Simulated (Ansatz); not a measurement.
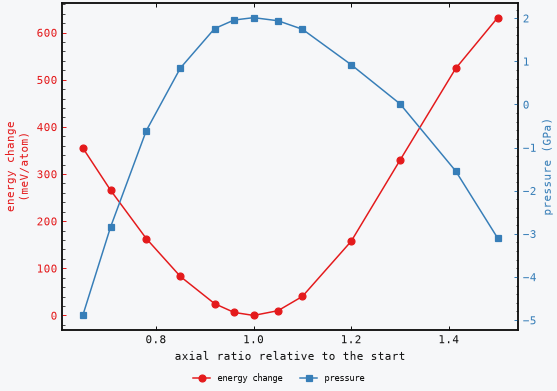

Figure. Energy change and pressure against relative axial ratio for Si, space group Fd-3m (No. 227).

The energy change is 355 meV/atom at relative axial ratio 0.650 and 632 meV/atom at 1.500; the lowest computed point is at relative axial ratio 1.000 (0 meV/atom), and no other minimum shows. The pressure goes from −4.893 GPa at relative axial ratio 0.650 to −3.100 GPa at 1.500, not monotonically, with a high of 2.012 GPa at 1.000, and changes sign near 0.81 and 1.30.

Method: deformation of a crystal at fixed volume, lengths along the axis scaled against those across it, fractional coordinates fixed, by plane-wave density functional theory with PAW datasets, free energies less that of the undisturbed cell, pressure positive in compression; scalar-relativistic (Ansatz 0.2.0). Level: PBE, no spin polarisation.

```tsv
setting	value
wave cutoff	420 eV
k mesh	10×10×10
occupations	Gaussian
smearing width	0.05 eV
k shift	(0, 0, 0) (mesh steps)
start	as given
path	tetragonal
axis direction	(0, 0, 1) (Cartesian unit vector)
```

Starting cell:
```xyz
2
Lattice="0.0000 2.7155 2.7155 2.7155 0.0000 2.7155 2.7155 2.7155 0.0000" Properties=species:S:1:pos:R:3 pbc="T T T"
Si    2.7155    2.7155    2.7155
Si    4.0732    4.0732    4.0732
```

Note: gap closes along the scan on a mesh chosen for the insulator; reference crystal is not relaxed.
